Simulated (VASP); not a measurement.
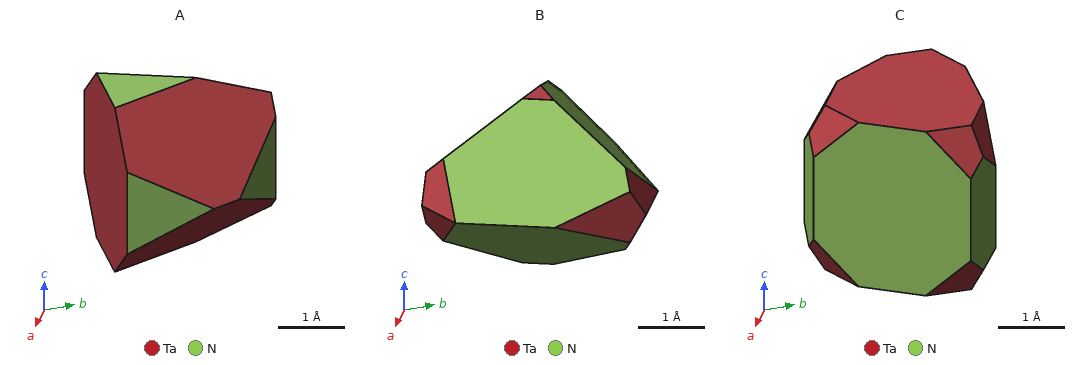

Computed Voronoi cells of the 3 sites of this structure, drawn to one scale and in one orientation; each face has the colour of the neighbour behind it.

TaN, space group P-62m (No. 189), a = 5.196 Å, b = 5.196 Å, c = 2.911 Å, α = 90.00°, β = 90.00°, γ = 120.00°

| site | Wyckoff | x | y | z |
| --- | --- | --- | --- | --- |
| Ta1 | 1a | 0.0000 | 0.0000 | 0.0000 |
| Ta2 | 2d | 0.6667 | 0.3333 | 0.5000 |
| N | 3f | 0.0000 | 0.3928 | 0.0000 |

Origin: an entry of the Crystallography Open Database, as set up for an electronic-structure calculation.

> Which cell belongs to which site?

A is N (12 faces above 1 % of the solid angle, 10.8 Å³, mostly facing Ta); B is Ta2 (9 faces above 1 % of the solid angle, 10.8 Å³, mostly facing N); C is Ta1 (8 faces above 1 % of the solid angle, 14.1 Å³, mostly facing N).
